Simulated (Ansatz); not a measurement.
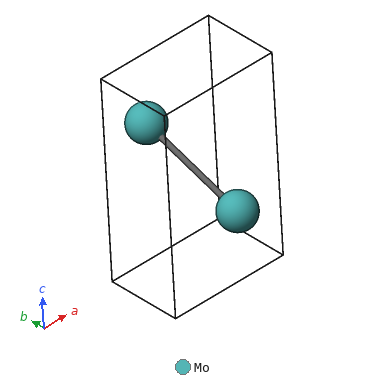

System: Mo, space group P6/mmm (No. 191). The picture shows the cell.

The given structure:
```
CELL_PARAMETERS angstrom
2.74234 0.00000 0.00000
1.37117 -2.37493 -2.49207
1.37117 2.37493 -2.49207
ATOMIC_POSITIONS crystal
Mo 0.75000 0.25000 0.25000
Mo 0.25000 0.75000 0.75000
```

Displacement pattern for amplitude 1 (x, y, z for each atom, in the order of the cell):
| atom | x | y | z |
| --- | --- | --- | --- |
| Mo1 | 0.00 | 0.00 | −1.00 |
| Mo2 | 0.00 | 0.00 | 1.00 |

Calculation (Ansatz 0.2.0): a normal mode of the cell frozen into a crystal at growing amplitude, by plane-wave density functional theory with PAW datasets, free energies less that of the undisturbed cell; scalar-relativistic. Level: PBEsol, no spin polarisation.

wave cutoff 420 eV; k mesh 24×24×24; occupations Gaussian; smearing width 0.15 eV; k shift (0, 0, 0) (mesh steps); start relaxed.

The points at mode amplitude −0.15, −0.05, 0.1 and 0.2 follow from computed ones by symmetry.

What does the calculation give for the energy change against mode amplitude? The mode amplitude takes the values −0.200, −0.150, −0.100, −0.050, 0.000, 0.025, 0.050, 0.075, 0.100, 0.125, 0.150, 0.175, 0.200 Å.

The energy rises on both sides of the starting structure, which is therefore a minimum along this path. The energy change is 727.0 meV/cell at mode amplitude −0.200 Å and 727.0 meV/cell at 0.200 Å; the lowest computed point is at mode amplitude 0.000 Å (0.0 meV/cell), in a single well. The harmonic force constant k (E = k x²/2 near the start) is 35 eV/Å². The phonon wavenumber is 226 cm⁻¹.

```
mode amplitude, largest move (Å)  energy change (meV/cell)
                          -0.200                     727.0
                          -0.150                     398.6
                          -0.100                     175.5
                          -0.050                      44.2
                           0.000                       0.0
                           0.025                      11.2
                           0.050                      44.2
                           0.075                      98.8
                           0.100                     175.5
                           0.125                     275.2
                           0.150                     398.6
                           0.175                     547.8
                           0.200                     727.0
```

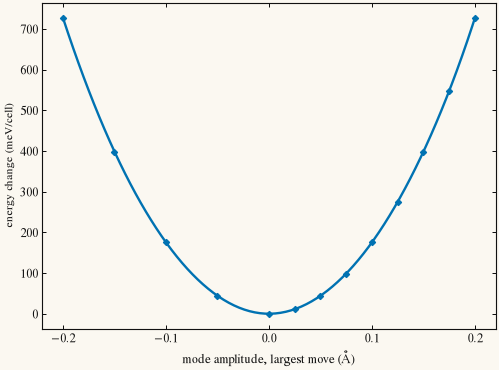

Keep in mind: atoms far too close at some points of the scan.
